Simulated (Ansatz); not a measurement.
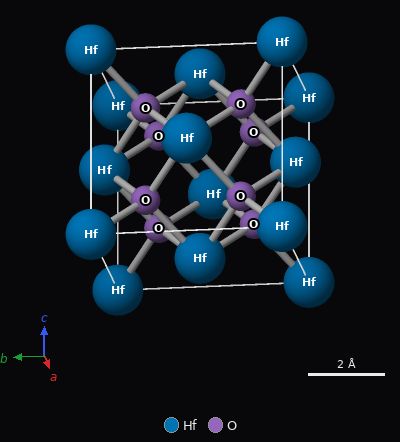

*The structure as given in the input (ball-and-stick view of the cell 4 times as large as that of the calculation, set on its symmetry axes, seen at an oblique angle). An atom can appear more than once, as a periodic image.*

**Run report: HfO₂, geometry relaxation (part 1 of 2)**

System: HfO₂ (Fm-3m, 3 atoms in the cell).
Method: DFT PBE, scalar-relativistic, plane waves, PAW, PAW set soft_1, no spin polarisation (Ansatz 0.2.0).

The structure derives from an entry of the Crystallography Open Database.

What the program printed
```
Engine: ansatz 0.2.0, aarch64-unknown-linux-gnu
Pseudopotentials: kind: paw
Pseudopotential: Hf, paw, valence charge 26, recommended cutoff 420 eV (normal), [file]
Pseudopotential: O, paw, valence charge 6, recommended cutoff 420 eV (normal), [file]
Functional definition: PBE
  parameter kappa = 0.804
  parameter beta = 0.06672455060314922
  exchange = pbe_x(kappa = kappa, mu = beta*pi^2/3)
  correlation = pbe_c(beta = beta)
Crystal: 3 atoms, lattice volume = 33.456 Å³
Basis set: ecut = 420 eV, 645 PW (Γ), exchange–correlation on 50×50×50 points (8 copies of the dense FFT grid, shifted against one another)
Bands: 23, of which v1, the nominal top of the filled ones, is band 19 counted from 1 (18 counted from 0)
Symmetry: 48 space group operations
Space group: Fm-3m (ITA 225), of the structure as read, at distance tolerance 3.2e-5 Å
k-points: 29 of 512
Non-local potential: Hf, projectors of the file, l = 0: 3, l = 1: 2, l = 2: 2, l = 3: 3
Non-local potential: O, projectors of the file, l = 0: 2, l = 1: 2, l = 2: 1
PAW form: soft (Blöchl's): semilocal exchange-correlation on the pseudo side does not see the compensation charge
PAW one-centre angular grid: Hf, 590 points (default); XC on 64 Gauss nodes
PAW one-centre angular grid: O, 110 points (default); XC on 64 Gauss nodes
Initial density: superposition of atomic densities (chi_scale 0.1, normalization cell, long waves kept (reshape's long-wave potential 0.00 eV rms))
Initial wavefunctions: pseudopotential atomic-orbital guess
Functional: x = pbe(κ = 0.804, μ = 0.2195149727645171), c = pbe(β = 0.06672455060314922)
SCF iter   1: F=—  HF=-16862.734211 eV  |F-HF|=—  |Δ(HF+E_count)|=         —  Δρ=8.49e-2  dr2=1.75e0  ethr=3.10e-3  ⟨swp⟩=4.8  Hψ=2511  notcnv=0
preconditioner: auto → none  [insulator: Δε(μ)=3.185 eV  Ē_g=19.162 eV  σ=0.020 eV  W_gap=1.00  n_scr=14 (ndim 8)  ℏωp=38.5 eV  f_vac=0.004  D(μ)=0.00/eV (n_scr^D=0)  ε∞_Penn≈5.0]
SCF iter   2: F=—  HF=-16862.256091 eV  |F-HF|=—  |Δ(HF+E_count)|=   4.78e-1  Δρ=2.88e-2  dr2=1.44e-1  ethr=3.10e-3  ⟨swp⟩=2.3  Hψ=1575  notcnv=0
SCF iter   3: F=—  HF=-16862.251929 eV  |F-HF|=—  |Δ(HF+E_count)|=   4.16e-3  Δρ=1.09e-2  dr2=2.06e-2  ethr=3.78e-4  ⟨swp⟩=2.0  Hψ=1159  notcnv=0
SCF iter   4: F=—  HF=-16862.251546 eV  |F-HF|=—  |Δ(HF+E_count)|=   3.83e-4  Δρ=4.46e-3  dr2=3.24e-3  ethr=5.42e-5  ⟨swp⟩=2.1  Hψ=1336  notcnv=0
SCF iter   5: F=—  HF=-16862.253925 eV  |F-HF|=—  |Δ(HF+E_count)|=   2.38e-3  Δρ=7.03e-4  dr2=1.06e-4  ethr=8.52e-6  ⟨swp⟩=2.0  Hψ=954  notcnv=0
SCF iter   6: F=—  HF=-16862.253896 eV  |F-HF|=—  |Δ(HF+E_count)|=   2.92e-5  Δρ=8.07e-5  dr2=9.82e-7  ethr=2.79e-7  ⟨swp⟩=2.0  Hψ=1218  notcnv=0
SCF iter   7: F=—  HF=-16862.253994 eV  |F-HF|=—  |Δ(HF+E_count)|=   9.77e-5  Δρ=2.74e-5  dr2=6.91e-8  ethr=2.63e-10  ⟨swp⟩=10.2  Hψ=5796  notcnv=0
SCF iter   8: F=-16862.253994 eV  HF=-16862.253994 eV  |F-HF|=5.53e-10  |Δ(HF+E_count)|=   1.50e-7  Δρ=2.27e-6  dr2=1.14e-9  ethr=1.82e-10  ⟨swp⟩=5.8  Hψ=4366  notcnv=0
SCF 1 converged in 8 iterations: F = -16862.253994 eV  dr2 = 1.14e-9
  greatest PAW one-centre occupation: 0.999 electrons in one spin orbital (limit 2), on the Hf atom at site 0 (counted from 0), in its partial waves of l = 3
relax step   1: F+E_penalty+E_count = -16862.25399376 eV  Δ(F+E_penalty+E_count) = +0.000e0 eV  max|allowed force component| = 1.542e-18 eV/Å  Δτ_max = 0.0000 Å  P = -2.388 GPa  Ω = 33.456 Å³  (8 SCF iters, dr2 threshold 1.00e-7 eV, accepted)
Crystal: 3 atoms, lattice volume = 33.061 Å³
Initial density: handed on by an earlier stage of this run
Initial wavefunctions: those handed on with the density
iter 1 solved again at ethr=2.71e-6 eV; its pass at ethr=3.10e-3 eV (dr2=1.03e-3 eV) is discarded
SCF iter   1: F=—  HF=-16862.257835 eV  |F-HF|=—  |Δ(HF+E_count)|=         —  Δρ=1.73e-3  dr2=8.31e-4  ethr=2.71e-6  ⟨swp⟩=2.0  Hψ=3601  notcnv=0
preconditioner: auto → none  [insulator: Δε(μ)=3.756 eV  Ē_g=18.225 eV  σ=0.020 eV  W_gap=1.00  n_scr=14 (ndim 8)  ℏωp=38.7 eV  f_vac=0.069  D(μ)=0.00/eV (n_scr^D=0)  ε∞_Penn≈5.5]
SCF iter   2: F=—  HF=-16862.257618 eV  |F-HF|=—  |Δ(HF+E_count)|=   2.17e-4  Δρ=6.10e-4  dr2=1.16e-4  ethr=2.19e-6  ⟨swp⟩=2.0  Hψ=1152  notcnv=0
SCF iter   3: F=—  HF=-16862.257692 eV  |F-HF|=—  |Δ(HF+E_count)|=   7.44e-5  Δρ=3.95e-4  dr2=4.32e-5  ethr=3.05e-7  ⟨swp⟩=2.2  Hψ=1102  notcnv=0
SCF iter   4: F=—  HF=-16862.257686 eV  |F-HF|=—  |Δ(HF+E_count)|=   6.25e-6  Δρ=9.02e-5  dr2=1.34e-6  ethr=1.14e-7  ⟨swp⟩=2.0  Hψ=1102  notcnv=0
SCF iter   5: F=—  HF=-16862.257686 eV  |F-HF|=—  |Δ(HF+E_count)|=   1.48e-7  Δρ=4.29e-5  dr2=3.23e-7  ethr=7.89e-10  ⟨swp⟩=10.3  Hψ=6202  notcnv=0
SCF iter   6: F=-16862.257686 eV  HF=-16862.257686 eV  |F-HF|=9.34e-9  |Δ(HF+E_count)|=   2.86e-7  Δρ=5.87e-6  dr2=6.68e-9  ethr=7.89e-10  ⟨swp⟩=9.3  Hψ=4752  notcnv=0
SCF 2 converged in 6 iterations: F = -16862.257686 eV  dr2 = 6.68e-9
relax step   2: F+E_penalty+E_count = -16862.25768631 eV  Δ(F+E_penalty+E_count) = -3.693e-3 eV  max|allowed force component| = 1.060e-17 eV/Å  Δτ_max = 0.0000 Å  P = +0.555 GPa  Ω = 33.061 Å³  energy of the carried Pulay correction = +1.397e-3 eV  (6 SCF iters, dr2 threshold 3.00e-7 eV, accepted)
Crystal: 3 atoms, lattice volume = 33.135 Å³
iter 1 solved again at ethr=9.74e-8 eV; its pass at ethr=3.10e-3 eV (dr2=3.70e-5 eV) is discarded
SCF iter   1: F=—  HF=-16862.257465 eV  |F-HF|=—  |Δ(HF+E_count)|=         —  Δρ=3.32e-4  dr2=2.99e-5  ethr=9.74e-8  ⟨swp⟩=2.0  Hψ=3508  notcnv=0
preconditioner: auto → none  [insulator: Δε(μ)=3.745 eV  Ē_g=18.204 eV  σ=0.020 eV  W_gap=1.00  n_scr=14 (ndim 8)  ℏωp=38.7 eV  f_vac=0.071  D(μ)=0.00/eV (n_scr^D=0)  ε∞_Penn≈5.5]
SCF iter   2: F=—  HF=-16862.257551 eV  |F-HF|=—  |Δ(HF+E_count)|=   8.60e-5  Δρ=1.20e-4  dr2=4.54e-6  ethr=7.88e-8  ⟨swp⟩=2.0  Hψ=1102  notcnv=0
SCF iter   3: F=—  HF=-16862.257550 eV  |F-HF|=—  |Δ(HF+E_count)|=   8.51e-7  Δρ=7.44e-5  dr2=1.51e-6  ethr=1.20e-8  ⟨swp⟩=2.1  Hψ=1076  notcnv=0
SCF iter   4: F=-16862.257550 eV  HF=-16862.257550 eV  |F-HF|=1.86e-8  |Δ(HF+E_count)|=   2.40e-7  Δρ=1.58e-5  dr2=4.25e-8  ethr=7.89e-10  ⟨swp⟩=7.0  Hψ=4955  notcnv=0
SCF 3 converged in 4 iterations: F = -16862.257550 eV  dr2 = 4.25e-8
relax step   3: F+E_penalty+E_count = -16862.25754955 eV  Δ(F+E_penalty+E_count) = +1.368e-4 eV  max|allowed force component| = 3.662e-18 eV/Å  Δτ_max = 0.0000 Å  P = -0.009 GPa  Ω = 33.135 Å³  energy of the carried Pulay correction = +1.135e-3 eV  (4 SCF iters, dr2 threshold 3.00e-7 eV, accepted)
Initial wavefunctions: pseudopotential atomic-orbital guess (no wavefunctions were taken with the density)
iter 1 solved again at ethr=2.64e-8 eV; its pass at ethr=3.10e-3 eV (dr2=1.00e-5 eV) is discarded
SCF iter   1: F=—  HF=-16862.256560 eV  |F-HF|=—  |Δ(HF+E_count)|=         —  Δρ=6.20e-5  dr2=1.72e-7  ethr=2.64e-8  ⟨swp⟩=3.9  Hψ=5020  notcnv=0
preconditioner: auto → none  [insulator: Δε(μ)=3.746 eV  Ē_g=18.206 eV  σ=0.020 eV  W_gap=1.00  n_scr=14 (ndim 8)  ℏωp=38.7 eV  f_vac=0.069  D(μ)=0.00/eV (n_scr^D=0)  ε∞_Penn≈5.5]
SCF iter   2: F=—  HF=-16862.256657 eV  |F-HF|=—  |Δ(HF+E_count)|=   9.76e-5  Δρ=3.09e-5  dr2=8.14e-8  ethr=4.53e-10  ⟨swp⟩=2.1  Hψ=1222  notcnv=0
SCF iter   3: F=—  HF=-16862.256658 eV  |F-HF|=—  |Δ(HF+E_count)|=   8.50e-8  Δρ=1.66e-5  dr2=3.87e-8  ethr=2.14e-10  ⟨swp⟩=2.2  Hψ=1119  notcnv=0
SCF iter   4: F=—  HF=-16862.256658 eV  |F-HF|=—  |Δ(HF+E_count)|=   8.69e-9  Δρ=2.49e-6  dr2=6.37e-10  ethr=1.02e-10  ⟨swp⟩=2.0  Hψ=1106  notcnv=0
SCF iter   5: F=—  HF=-16862.256658 eV  |F-HF|=—  |Δ(HF+E_count)|=  7.97e-10  Δρ=6.21e-7  dr2=5.65e-11  ethr=1.68e-12  ⟨swp⟩=2.0  Hψ=1216  notcnv=0
SCF iter   6: F=-16862.256658 eV  HF=-16862.256658 eV  |F-HF|=0.00e0  |Δ(HF+E_count)|=  1.09e-11  Δρ=2.35e-7  dr2=1.01e-11  ethr=1.00e-12  ⟨swp⟩=6.6  Hψ=3547  notcnv=0
SCF 4 converged in 6 iterations: F = -16862.256658 eV  dr2 = 1.01e-11
relax step   4: F+E_penalty+E_count = -16862.25665751 eV  Δ(F+E_penalty+E_count) = +8.920e-4 eV  max|allowed force component| = 4.048e-18 eV/Å  Δτ_max = 0.0000 Å  P = -0.067 GPa  Ω = 33.135 Å³  stress off target by 6.69e-2 GPa  SCF on the basis re-selected at this cell (its energy is not comparable with the rows above)  (6 SCF iters)
basis re-selected at this cell: Δ(F+E_penalty+E_count) = +8.920e-4 eV, ΔP = -0.058 GPa vs the last step (what re-selecting the basis moved, of the pressure what is left beyond the Pulay correction that the steps carried, after the strain that the cell walked since its last selection, with what the two solves' SCF thresholds leave and, on support functions, any second-order correction that the steps lacked; it is no measure of the basis error at this ecutwfc). This SCF's stress stands 6.69e-2 GPa from its target on what of the cell is left free (relax.cell.stress_tol is 5.00e-2 GPa) and its largest allowed force component is 4.05e-18 eV/Å (relax.f_tol is 5.00e-3 eV/Å): not within both, so this SCF does not close the relaxation
Crystal: 3 atoms, lattice volume = 33.126 Å³
iter 1 solved again at ethr=1.30e-9 eV; its pass at ethr=3.10e-3 eV (dr2=4.92e-7 eV) is discarded
SCF iter   1: F=—  HF=-16862.256597 eV  |F-HF|=—  |Δ(HF+E_count)|=         —  Δρ=3.72e-5  dr2=3.94e-7  ethr=1.30e-9  ⟨swp⟩=2.0  Hψ=3505  notcnv=0
preconditioner: auto → none  [insulator: Δε(μ)=3.747 eV  Ē_g=18.207 eV  σ=0.020 eV  W_gap=1.00  n_scr=14 (ndim 8)  ℏωp=38.7 eV  f_vac=0.069  D(μ)=0.00/eV (n_scr^D=0)  ε∞_Penn≈5.5]
SCF iter   2: F=—  HF=-16862.256690 eV  |F-HF|=—  |Δ(HF+E_count)|=   9.31e-5  Δρ=1.03e-5  dr2=2.95e-8  ethr=1.04e-9  ⟨swp⟩=2.0  Hψ=1212  notcnv=0
SCF iter   3: F=-16862.256690 eV  HF=-16862.256690 eV  |F-HF|=4.71e-9  |Δ(HF+E_count)|=   3.29e-9  Δρ=6.06e-6  dr2=1.05e-8  ethr=2.94e-11  ⟨swp⟩=7.8  Hψ=4325  notcnv=0
SCF 5 converged in 3 iterations: F = -16862.256690 eV  dr2 = 1.05e-8
relax step   5: F+E_penalty+E_count = -16862.25669005 eV  Δ(F+E_penalty+E_count) = -3.254e-5 eV  max|allowed force component| = 3.662e-18 eV/Å  Δτ_max = 0.0000 Å  P = -0.001 GPa  Ω = 33.126 Å³  energy of the carried Pulay correction = +3.069e-5 eV  (3 SCF iters, dr2 threshold 1.12e-8 eV, accepted)
iter 1 solved again at ethr=2.55e-8 eV; its pass at ethr=3.10e-3 eV (dr2=9.69e-6 eV) is discarded
SCF iter   1: F=—  HF=-16862.256593 eV  |F-HF|=—  |Δ(HF+E_count)|=         —  Δρ=4.57e-6  dr2=4.96e-9  ethr=2.55e-8  ⟨swp⟩=3.9  Hψ=5014  notcnv=0
SCF iter   2: F=—  HF=-16862.256690 eV  |F-HF|=—  |Δ(HF+E_count)|=   9.75e-5  Δρ=4.20e-6  dr2=4.33e-9  ethr=1.30e-11  ⟨swp⟩=3.4  Hψ=1742  notcnv=0
SCF iter   3: F=—  HF=-16862.256690 eV  |F-HF|=—  |Δ(HF+E_count)|=  9.97e-10  Δρ=3.63e-6  dr2=2.70e-9  ethr=1.14e-11  ⟨swp⟩=2.0  Hψ=1102  notcnv=0
SCF iter   4: F=—  HF=-16862.256690 eV  |F-HF|=—  |Δ(HF+E_count)|=  5.42e-10  Δρ=1.02e-6  dr2=1.19e-10  ethr=7.11e-12  ⟨swp⟩=2.0  Hψ=1037  notcnv=0
SCF iter   5: F=-16862.256690 eV  HF=-16862.256690 eV  |F-HF|=0.00e0  |Δ(HF+E_count)|=  1.67e-10  Δρ=1.22e-7  dr2=2.75e-12  ethr=1.00e-12  ⟨swp⟩=5.7  Hψ=3748  notcnv=0
SCF 6 converged in 5 iterations: F = -16862.256690 eV  dr2 = 2.75e-12
relax step   6: F+E_penalty+E_count = -16862.25669005 eV  Δ(F+E_penalty+E_count) = -4.311e-9 eV  max|allowed force component| = 1.927e-18 eV/Å  Δτ_max = 0.0000 Å  P = -0.002 GPa  Ω = 33.126 Å³  stress off target by 1.82e-3 GPa  SCF on the basis re-selected at this cell (its energy is not comparable with the rows above)  (5 SCF iters)
```

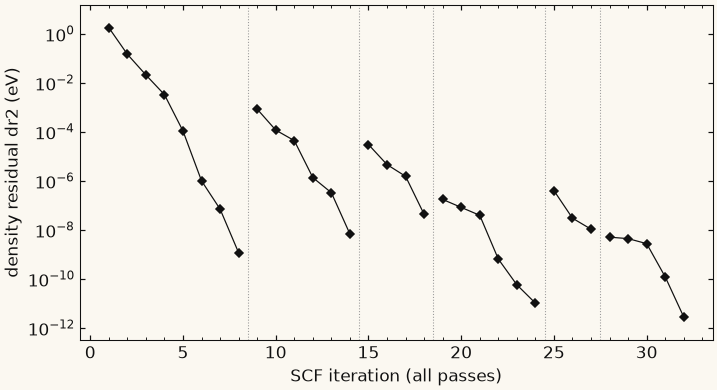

*Convergence of the self-consistent field: density residual dr2 against the SCF iteration. The dotted lines part the SCF passes of the relaxation: geometry steps, rejected trials and re-solves on a re-selected basis.*

The 6 passes take 3 to 8 iterations each, 32 in all.

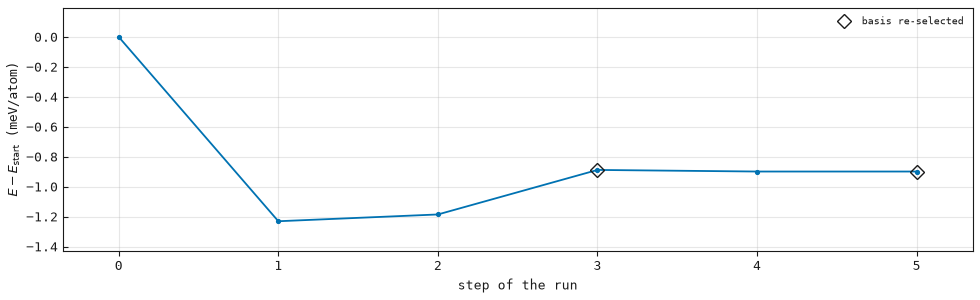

*Progress of the relaxation, step by step (the first geometry is step 0 here and step 1 in the log).*

The energy falls by 0.9 meV per atom in 3 geometry steps. All forces vanish by symmetry, so only the cell relaxes. The pressure goes from −2.39 to 0.00 GPa. The basis was re-selected once at an unchanged geometry, which shifts the energy a little without any move. The atoms keep their places relative to the cell (all moves are under 0.005 Å). The energy change given includes the shifts at the re-selections in mid-walk, which come without any move. A last SCF at the same geometry on a re-selected plane-wave basis shifts the energy by next to nothing (0.0 meV per atom).
